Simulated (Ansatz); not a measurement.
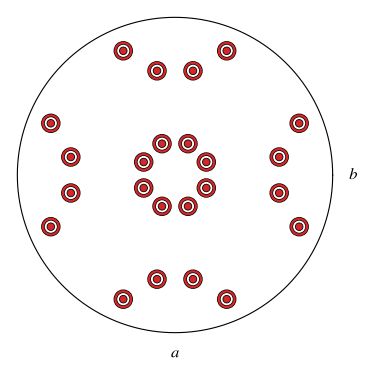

Stereographic projection: filled dots lie in the upper hemisphere, open rings in the lower. The c axis points at the viewer. The poles are all faces of one general form. Computed from the symmetry operations of a computed or model structure of composition SiO2.

Question: Identify the point group and its elements.

Answer: m-3m (Oh), order 48, cubic system: three fourfold axes, four threefold axes, six twofold axes, nine mirror planes, an inversion centre.

Question: Can such a crystal be piezoelectric, pyroelectric or chiral?

Answer: It is centrosymmetric, so neither piezoelectric nor pyroelectric; it is not chiral.
